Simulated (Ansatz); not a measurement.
## Ta$_{2}$N: geometry relaxation (part 1 of 2)

Ta$_{2}$N (P-31m, 9 atoms in the cell), computed with DFT PBEsol, scalar-relativistic, plane waves, PAW, no spin polarisation (Ansatz 0.2.0).

The structure derives from a Materials Project entry. Figures and captions count atoms from 1; the log counts them from 0 in places.

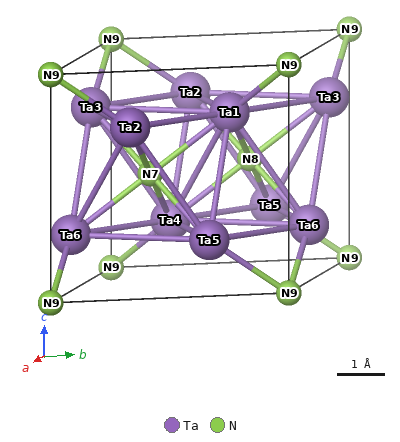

**Figure 1.** The starting structure (ball-and-stick view of the cell of the calculation, seen slightly off an axis; atoms are numbered from 1 in the order of the input). An atom can appear more than once, as a periodic image.

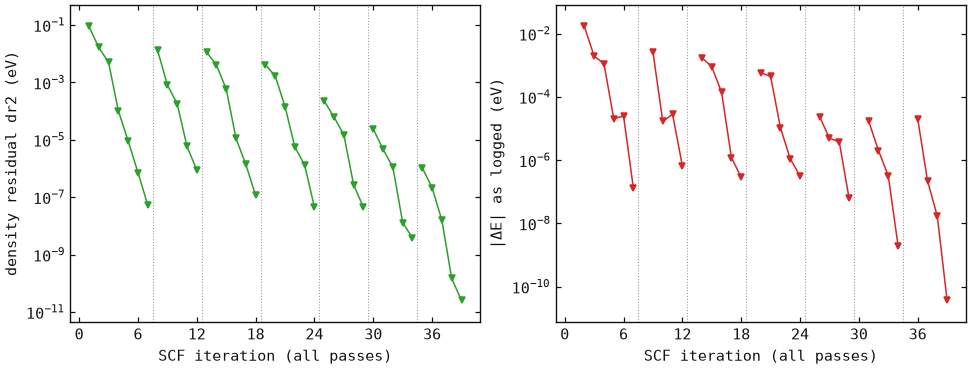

**Figure 2.** Convergence of the self-consistent field: density residual dr2 and size of the energy change against the SCF iteration. The dotted lines part the SCF passes of the relaxation: geometry steps, rejected trials and re-solves on a re-selected basis. The 7 passes take 5 to 7 iterations each, 39 in all.

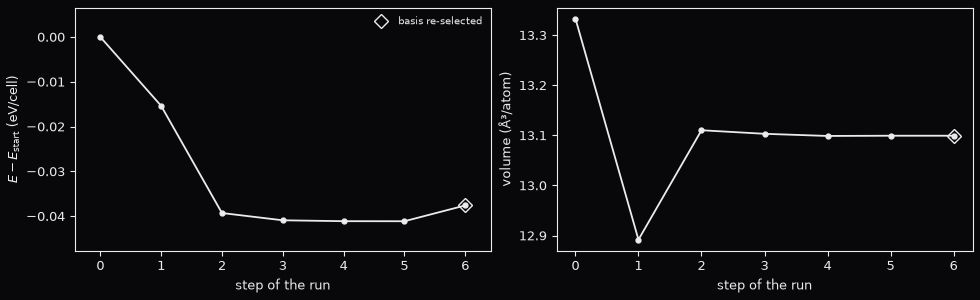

**Figure 3.** Progress of the relaxation, step by step (the first geometry is step 0 here and step 1 in the log).

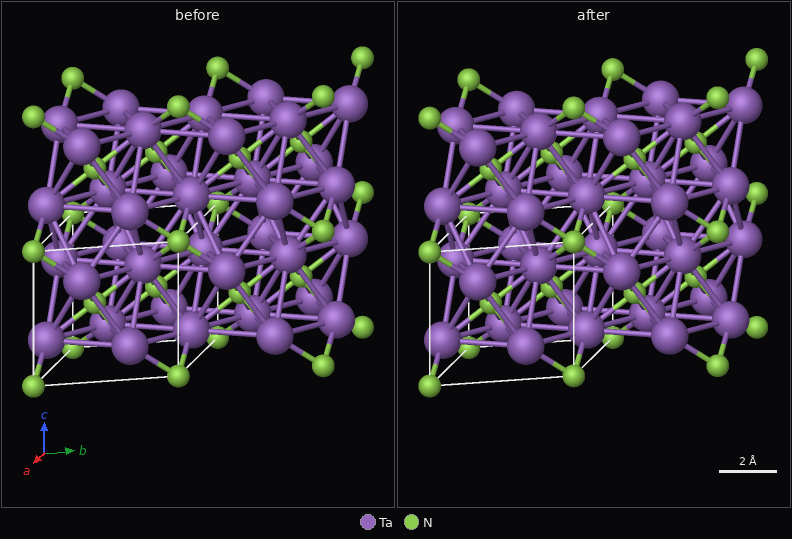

**Figure 4.** Before (left) and after (right) the relaxation, at one scale (ball-and-stick view of the cell of the calculation, repeated 1 × 2 × 2, seen slightly off an axis). The energy falls by 41.1 meV per cell of the calculation in 5 geometry steps. Largest force component: 0.13 eV/Å at the start, 0.00028 eV/Å at the end. Pressure: −5.29 GPa at the start and −0.05 GPa at the end. The largest moves relative to the cell, 0.005 Å, are those of Ta1, Ta2, Ta3, Ta4, Ta5 and Ta6. N stays in place. The volume changes by −1.8 %, with a = b 5.297 → 5.264 Å (−0.6 %), c 4.939 → 4.913 Å (−0.5 %). Distances before and after: Ta1–Ta5 3.066 → 3.041 Å, Ta1–Ta2 3.057 → 3.040 Å, Ta1–N7 2.164 → 2.150 Å, Ta1–N9 2.146 → 2.133 Å. The space group stays P-31m (No. 162). A last SCF at the same geometry on a re-selected plane-wave basis shifts the energy by +3.5 meV per cell of the calculation. (Atoms are counted from 1 in the order of the input.)

The input and output of the run follow.

Input file:
```yaml
crystal:
  lattice:
    - [5.2965720514, 0.0, 0.0]
    - [-2.6482860257, 4.5869659495, 0.0]
    - [0.0, 0.0, 4.9391825701]
  atoms:
    - { symbol: Ta, position: [0.66636167, 0.66636167, 0.75361826] }
    - { symbol: Ta, position: [0.0, 0.33363833, 0.75361826] }
    - { symbol: Ta, position: [0.33363833, 0.0, 0.75361826] }
    - { symbol: Ta, position: [0.33363833, 0.33363833, 0.24638174] }
    - { symbol: Ta, position: [0.0, 0.66636167, 0.24638174] }
    - { symbol: Ta, position: [0.66636167, 0.0, 0.24638174] }
    - { symbol: "N", position: [0.66666667, 0.33333333, 0.5] }
    - { symbol: "N", position: [0.33333333, 0.66666667, 0.5] }
    - { symbol: "N", position: [0.0, 0.0, 0.0] }
basis:
  ecutwfc: 420
kpoints:
  mp_grid: { grid: [12, 12, 8] }
hamiltonian:
  xc: pbesol
scf:
  occupations: { method: gaussian, width: 0.1 }
output:
  forces: true
  stress: true
  eigenvalues: true
relax:
  adjacent_minimum: "off"
  f_tol: 0.005
  max_steps: 80
  cell: { stress_tol: 0.05 }
```

Command:
```bash
ansatz run input.yaml --threads 2 --pin off --max-ram 5120MiB --backend cpu --events-out ev --progress --plain --runs-dir out
```

Output:
```
Engine: ansatz 0.2.0, x86_64-unknown-linux-gnu
Pseudopotentials: kind: paw
Pseudopotential: Ta, paw, valence charge 13, recommended cutoff 420 eV (normal), Ta.paw.azcp
Pseudopotential: N, paw, valence charge 5, recommended cutoff 420 eV (normal), N.paw.azcp
Functional definition: PBEsol
  exchange = pbesol_x
  correlation = pbesol_c
Crystal: 9 atoms, lattice volume = 119.998 Å³
Basis set: ecut = 420 eV, 2351 PW (Γ), exchange–correlation on 72×72×72 points (8 copies of the dense FFT grid, shifted against one another)
Bands: 56, of which v1, the nominal top of the filled ones, is band 47 counted from 1 (46 counted from 0)
Symmetry: 12 space group operations
Space group: P-31m (ITA 162), of the structure as read, at distance tolerance 4.9e-5 Å
k-points: 131 of 1152
Non-local potential: Ta, projectors of the file, l = 0: 3, l = 1: 2, l = 2: 2, l = 3: 1
Non-local potential: N, projectors of the file, l = 0: 2, l = 1: 2, l = 2: 1
PAW form: soft (Blöchl's): semilocal exchange-correlation on the pseudo side does not see the compensation charge
PAW frozen core: Ta, regenerated for the run's functional, and the local potential with it (the file was generated under x = pbe(κ = 0.804, μ = 0.2195149727645171), c = pbe(β = 0.06672455060314922))
PAW frozen core: N, regenerated for the run's functional, and the local potential with it (the file was generated under x = pbe(κ = 0.804, μ = 0.2195149727645171), c = pbe(β = 0.06672455060314922))
PAW one-centre angular grid: Ta, 590 points (default); XC on 64 Gauss nodes
PAW one-centre angular grid: N, 110 points (default); XC on 64 Gauss nodes
Initial density: superposition of atomic densities (neutral atoms: chi_scale 0, normalization atom), corrected by the library's trained network
Initial wavefunctions: pseudopotential atomic-orbital guess
Functional: x = pbesol(κ = 0.804, μ = 0.12345679012345678), c = pbesol(β = 0.046)
SCF iter   1: F=—  HF=-59983.921535 eV  |F-HF|=—  |Δ(HF+E_count)|=         —  Δρ=9.40e-3  dr2=8.96e-2  ethr=1.77e-3  ⟨swp⟩=6.4  Hψ=29108  notcnv=0
preconditioner: auto → Kerker (q_TF=auto, 2.615 Å⁻¹)  [metal: Δε(μ)=0.006 eV  Ē_g=7.873 eV  σ=0.100 eV  W_gap=0.03  n_scr=28 (ndim 8)  ℏωp=22.7 eV  f_vac=0.000  D(μ)=2.72/eV (n_scr^D=20)]
SCF iter   2: F=—  HF=-59983.904504 eV  |F-HF|=—  |Δ(HF+E_count)|=   1.70e-2  Δρ=3.83e-3  dr2=1.66e-2  ethr=9.64e-5  ⟨swp⟩=2.0  Hψ=10640  notcnv=0
SCF iter   3: F=—  HF=-59983.902555 eV  |F-HF|=—  |Δ(HF+E_count)|=   1.95e-3  Δρ=1.86e-3  dr2=5.02e-3  ethr=1.79e-5  ⟨swp⟩=1.1  Hψ=6993  notcnv=0
SCF iter   4: F=—  HF=-59983.901422 eV  |F-HF|=—  |Δ(HF+E_count)|=   1.13e-3  Δρ=2.67e-4  dr2=1.03e-4  ethr=5.40e-6  ⟨swp⟩=2.0  Hψ=8369  notcnv=0
SCF iter   5: F=—  HF=-59983.901401 eV  |F-HF|=—  |Δ(HF+E_count)|=   2.06e-5  Δρ=9.34e-5  dr2=9.15e-6  ethr=1.11e-7  ⟨swp⟩=2.0  Hψ=9921  notcnv=0
SCF iter   6: F=—  HF=-59983.901426 eV  |F-HF|=—  |Δ(HF+E_count)|=   2.49e-5  Δρ=2.54e-5  dr2=7.28e-7  ethr=9.84e-9  ⟨swp⟩=2.0  Hψ=9897  notcnv=0
SCF iter   7: F=-59983.901426 eV  HF=-59983.901426 eV  |F-HF|=3.03e-8  |Δ(HF+E_count)|=   1.31e-7  Δρ=5.98e-6  dr2=5.36e-8  ethr=1.08e-10  ⟨swp⟩=11.5  Hψ=29155  notcnv=0
SCF 1 converged in 7 iterations: F = -59983.901426 eV  dr2 = 5.36e-8
  greatest PAW one-centre occupation: 1.000 electrons in one spin orbital (limit 2), on the Ta atom at site 4 (counted from 0), in its partial waves of l = 0
relax step   1: F+E_penalty+E_count = -59983.90142610 eV  Δ(F+E_penalty+E_count) = +0.000e0 eV  max|allowed force component| = 1.345e-1 eV/Å  Δτ_max = 0.0000 Å  P = -5.294 GPa  Ω = 119.998 Å³  (7 SCF iters, dr2 threshold 1.00e-7 eV, accepted)
Crystal: 9 atoms, lattice volume = 116.026 Å³
Basis set: ecut = 420 eV, 2255 PW (Γ), exchange–correlation on 72×72×72 points (8 copies of the dense FFT grid, shifted against one another)
Initial density: handed on by an earlier stage of this run
Initial wavefunctions: those handed on with the density
iter 1 solved again at ethr=1.32e-5 eV; its pass at ethr=3.10e-3 eV (dr2=1.23e-2 eV) is discarded
SCF iter   1: F=—  HF=-59983.919406 eV  |F-HF|=—  |Δ(HF+E_count)|=         —  Δρ=3.66e-3  dr2=1.33e-2  ethr=1.32e-5  ⟨swp⟩=1.1  Hψ=35055  notcnv=0
preconditioner: auto → Kerker (q_TF=auto, 2.630 Å⁻¹)  [metal: Δε(μ)=0.020 eV  Ē_g=8.121 eV  σ=0.100 eV  W_gap=0.11  n_scr=28 (ndim 8)  ℏωp=23.1 eV  f_vac=0.000  D(μ)=2.65/eV (n_scr^D=20)]
SCF iter   2: F=—  HF=-59983.916805 eV  |F-HF|=—  |Δ(HF+E_count)|=   2.60e-3  Δρ=9.63e-4  dr2=8.18e-4  ethr=1.32e-5  ⟨swp⟩=2.0  Hψ=9874  notcnv=0
SCF iter   3: F=—  HF=-59983.916821 eV  |F-HF|=—  |Δ(HF+E_count)|=   1.69e-5  Δρ=4.40e-4  dr2=1.82e-4  ethr=8.80e-7  ⟨swp⟩=2.5  Hψ=10451  notcnv=0
SCF iter   4: F=—  HF=-59983.916793 eV  |F-HF|=—  |Δ(HF+E_count)|=   2.82e-5  Δρ=5.81e-5  dr2=5.96e-6  ethr=1.95e-7  ⟨swp⟩=2.9  Hψ=13532  notcnv=0
SCF iter   5: F=-59983.916792 eV  HF=-59983.916793 eV  |F-HF|=6.57e-7  |Δ(HF+E_count)|=   6.54e-7  Δρ=3.14e-5  dr2=8.84e-7  ethr=9.68e-10  ⟨swp⟩=8.2  Hψ=31544  notcnv=0
SCF 2 converged in 5 iterations: F = -59983.916792 eV  dr2 = 8.84e-7
relax step   2: F+E_penalty+E_count = -59983.91679185 eV  Δ(F+E_penalty+E_count) = -1.537e-2 eV  max|allowed force component| = 5.134e-2 eV/Å  Δτ_max = 0.0022 Å  P = +5.029 GPa  Ω = 116.026 Å³  energy of the carried Pulay correction = +7.385e-3 eV  (5 SCF iters, dr2 threshold 9.00e-7 eV, accepted)
Crystal: 9 atoms, lattice volume = 117.992 Å³
Basis set: ecut = 420 eV, 2315 PW (Γ), exchange–correlation on 72×72×72 points (8 copies of the dense FFT grid, shifted against one another)
iter 1 solved again at ethr=1.21e-5 eV; its pass at ethr=3.10e-3 eV (dr2=1.13e-2 eV) is discarded
SCF iter   1: F=—  HF=-59983.943481 eV  |F-HF|=—  |Δ(HF+E_count)|=         —  Δρ=2.15e-3  dr2=1.15e-2  ethr=1.21e-5  ⟨swp⟩=1.3  Hψ=35416  notcnv=0
preconditioner: auto → Kerker (q_TF=auto, 2.622 Å⁻¹)  [metal: Δε(μ)=0.006 eV  Ē_g=8.015 eV  σ=0.100 eV  W_gap=0.03  n_scr=28 (ndim 8)  ℏωp=22.9 eV  f_vac=0.000  D(μ)=2.73/eV (n_scr^D=20)]
SCF iter   2: F=—  HF=-59983.941750 eV  |F-HF|=—  |Δ(HF+E_count)|=   1.73e-3  Δρ=1.01e-3  dr2=4.07e-3  ethr=1.21e-5  ⟨swp⟩=2.0  Hψ=8669  notcnv=0
SCF iter   3: F=—  HF=-59983.940855 eV  |F-HF|=—  |Δ(HF+E_count)|=   8.95e-4  Δρ=4.22e-4  dr2=5.97e-4  ethr=4.37e-6  ⟨swp⟩=2.0  Hψ=8712  notcnv=0
SCF iter   4: F=—  HF=-59983.940715 eV  |F-HF|=—  |Δ(HF+E_count)|=   1.40e-4  Δρ=8.28e-5  dr2=1.12e-5  ethr=6.42e-7  ⟨swp⟩=2.0  Hψ=10204  notcnv=0
SCF iter   5: F=—  HF=-59983.940714 eV  |F-HF|=—  |Δ(HF+E_count)|=   1.21e-6  Δρ=3.55e-5  dr2=1.41e-6  ethr=1.21e-8  ⟨swp⟩=2.0  Hψ=10235  notcnv=0
SCF iter   6: F=-59983.940714 eV  HF=-59983.940714 eV  |F-HF|=5.49e-8  |Δ(HF+E_count)|=   2.86e-7  Δρ=9.93e-6  dr2=1.16e-7  ethr=9.68e-10  ⟨swp⟩=6.8  Hψ=29008  notcnv=0
SCF 3 converged in 6 iterations: F = -59983.940714 eV  dr2 = 1.16e-7
  greatest PAW one-centre occupation: 1.000 electrons in one spin orbital (limit 2), on the Ta atom at site 5 (counted from 0), in its partial waves of l = 0
relax step   3: F+E_penalty+E_count = -59983.94071359 eV  Δ(F+E_penalty+E_count) = -2.392e-2 eV  max|allowed force component| = 8.598e-2 eV/Å  Δτ_max = 0.0076 Å  P = -0.184 GPa  Ω = 117.992 Å³  energy of the carried Pulay correction = +3.699e-3 eV  (6 SCF iters, dr2 threshold 9.00e-7 eV, accepted)
Crystal: 9 atoms, lattice volume = 117.928 Å³
Basis set: ecut = 420 eV, 2303 PW (Γ), exchange–correlation on 72×72×72 points (8 copies of the dense FFT grid, shifted against one another)
iter 1 solved again at ethr=4.66e-6 eV; its pass at ethr=3.10e-3 eV (dr2=4.34e-3 eV) is discarded
SCF iter   1: F=—  HF=-59983.943381 eV  |F-HF|=—  |Δ(HF+E_count)|=         —  Δρ=1.00e-3  dr2=4.16e-3  ethr=4.66e-6  ⟨swp⟩=2.5  Hψ=30623  notcnv=0
preconditioner: auto → Kerker (q_TF=auto, 2.622 Å⁻¹)  [metal: Δε(μ)=0.007 eV  Ē_g=8.013 eV  σ=0.100 eV  W_gap=0.04  n_scr=28 (ndim 8)  ℏωp=22.9 eV  f_vac=0.000  D(μ)=2.68/eV (n_scr^D=20)]
SCF iter   2: F=—  HF=-59983.942797 eV  |F-HF|=—  |Δ(HF+E_count)|=   5.84e-4  Δρ=6.12e-4  dr2=1.68e-3  ethr=4.48e-6  ⟨swp⟩=1.0  Hψ=7336  notcnv=0
SCF iter   3: F=—  HF=-59983.942351 eV  |F-HF|=—  |Δ(HF+E_count)|=   4.47e-4  Δρ=2.65e-4  dr2=1.45e-4  ethr=1.81e-6  ⟨swp⟩=2.0  Hψ=9273  notcnv=0
SCF iter   4: F=—  HF=-59983.942340 eV  |F-HF|=—  |Δ(HF+E_count)|=   1.06e-5  Δρ=6.04e-5  dr2=5.67e-6  ethr=1.56e-7  ⟨swp⟩=2.0  Hψ=10271  notcnv=0
SCF iter   5: F=—  HF=-59983.942339 eV  |F-HF|=—  |Δ(HF+E_count)|=   1.11e-6  Δρ=1.89e-5  dr2=1.33e-6  ethr=6.10e-9  ⟨swp⟩=2.0  Hψ=10280  notcnv=0
SCF iter   6: F=-59983.942338 eV  HF=-59983.942339 eV  |F-HF|=3.28e-8  |Δ(HF+E_count)|=   3.16e-7  Δρ=4.79e-6  dr2=4.47e-8  ethr=4.97e-10  ⟨swp⟩=7.2  Hψ=28905  notcnv=0
SCF 4 converged in 6 iterations: F = -59983.942338 eV  dr2 = 4.47e-8
relax step   4: F+E_penalty+E_count = -59983.94233848 eV  Δ(F+E_penalty+E_count) = -1.625e-3 eV  max|allowed force component| = 2.447e-2 eV/Å  Δτ_max = 0.0060 Å  P = -0.098 GPa  Ω = 117.928 Å³  energy of the carried Pulay correction = +3.819e-3 eV  (6 SCF iters, dr2 threshold 4.62e-7 eV, accepted)
Crystal: 9 atoms, lattice volume = 117.889 Å³
iter 1 solved again at ethr=2.45e-7 eV; its pass at ethr=3.10e-3 eV (dr2=2.28e-4 eV) is discarded
SCF iter   1: F=—  HF=-59983.942568 eV  |F-HF|=—  |Δ(HF+E_count)|=         —  Δρ=2.75e-4  dr2=2.25e-4  ethr=2.45e-7  ⟨swp⟩=2.0  Hψ=33181  notcnv=0
preconditioner: auto → Kerker (q_TF=auto, 2.623 Å⁻¹)  [metal: Δε(μ)=0.007 eV  Ē_g=8.019 eV  σ=0.100 eV  W_gap=0.04  n_scr=28 (ndim 8)  ℏωp=22.9 eV  f_vac=0.000  D(μ)=2.69/eV (n_scr^D=20)]
SCF iter   2: F=—  HF=-59983.942545 eV  |F-HF|=—  |Δ(HF+E_count)|=   2.34e-5  Δρ=1.27e-4  dr2=6.21e-5  ethr=2.42e-7  ⟨swp⟩=2.0  Hψ=8357  notcnv=0
SCF iter   3: F=—  HF=-59983.942540 eV  |F-HF|=—  |Δ(HF+E_count)|=   4.95e-6  Δρ=6.24e-5  dr2=1.51e-5  ethr=6.68e-8  ⟨swp⟩=2.0  Hψ=8739  notcnv=0
SCF iter   4: F=—  HF=-59983.942536 eV  |F-HF|=—  |Δ(HF+E_count)|=   3.78e-6  Δρ=1.60e-5  dr2=2.68e-7  ethr=1.62e-8  ⟨swp⟩=2.0  Hψ=10254  notcnv=0
SCF iter   5: F=-59983.942536 eV  HF=-59983.942536 eV  |F-HF|=3.50e-8  |Δ(HF+E_count)|=   6.24e-8  Δρ=6.30e-6  dr2=4.46e-8  ethr=1.04e-10  ⟨swp⟩=6.8  Hψ=28976  notcnv=0
SCF 5 converged in 5 iterations: F = -59983.942536 eV  dr2 = 4.46e-8
relax step   5: F+E_penalty+E_count = -59983.94253586 eV  Δ(F+E_penalty+E_count) = -1.974e-4 eV  max|allowed force component| = 1.236e-2 eV/Å  Δτ_max = 0.0011 Å  P = +0.014 GPa  Ω = 117.889 Å³  energy of the carried Pulay correction = +3.891e-3 eV  (5 SCF iters, dr2 threshold 9.65e-8 eV, accepted)
Crystal: 9 atoms, lattice volume = 117.894 Å³
iter 1 solved again at ethr=2.69e-8 eV; its pass at ethr=3.10e-3 eV (dr2=2.50e-5 eV) is discarded
```
